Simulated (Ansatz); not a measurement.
## BN (F-43m): refractive index against wavelength

The refractive index of BN (F-43m) below the direct gap (8.83 eV on the mesh) is read from one computed spectrum, n = √(Re ε).

It takes space group F-43m (No. 216, cubic). The conventional cell has a = 3.615 Å, b = 3.615 Å, c = 3.615 Å, α = 90.00°, β = 90.00°, γ = 90.00°. N on site c has 4 B at 1.57 Å as nearest neighbours. B on site a is surrounded by 4 N at 1.57 Å.

Method: Ansatz 0.2.0, PBE, independent particles, k-mesh 16×16×16 with interpolation inside its cells, Gaussian parameter 0.15 eV.

Launch of the response step: `ansatz run input.yaml --threads 4 --pin off --max-ram 8192MiB --backend cpu --events-out ev --progress --plain --runs-dir out`. The run took 4 s, on 4 threads of Arm Neoverse N1, with other jobs on the host.

```
wavelength (nm)  photon energy E (eV)       n
            532                 2.331  2.2008
            450                 2.755  2.2137
            405                 3.061  2.2246
            365                 3.397  2.2382
            308                 4.025  2.2691
            266                 4.661       ?
            248                 4.999  2.3334
```

In the single-oscillator model n² − 1 = E₀E_d/(E₀² − E²), so 1/(n² − 1) = E₀/E_d − E²/(E₀E_d) is linear in E².

Working, on the rows shown:

| x = E² (eV²) | y = 1/(n² − 1) |
| --- | --- |
| 5.43137 | 0.260178 |
| 7.59115 | 0.25638 |
| 9.37179 | 0.253239 |
| 11.5384 | 0.249405 |
| 16.2043 | 0.241033 |
| 24.9936 | 0.224984 |

Means: x̄ = 12.522, ȳ = 0.24754. Σ(x − x̄)(y − ȳ) = -0.4583, Σ(x − x̄)² = 254.6. Slope = -0.4583 / 254.6 = -0.0018; intercept = ȳ − slope · x̄ = 0.27008. Turned back into n, the line misses the rows shown by at most 0.00047.

**Question.** Fill in the last column of the withheld row.

**Answer.** At x = 21.725 the line gives y = 0.23097, that is 2.3086. The run gave 2.3085, so the interpolation is off by 8.7e-05, 0.1 % of the range in the table.

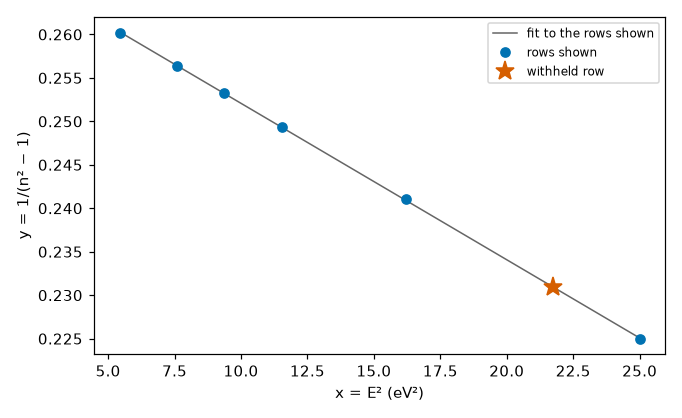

Refitted with all rows, the slope is -0.0018 and the intercept 0.27007. These give E₀ = √(intercept/−slope) = 12.25 eV and E_d = E₀/intercept = 45.4 eV; E₀ is 1.4 times the direct gap. The electronic limit at long wavelengths, without lattice vibrations, is n = √(1 + 1/intercept) = 2.169. Excitons are left out and so are local fields; PBE gaps are as a rule too small.

[Logs are printed without paths, hosts, clocks, repeated set-up lines and the standing remarks that a program may print on its own settings, such as how far it seeks lower states.]
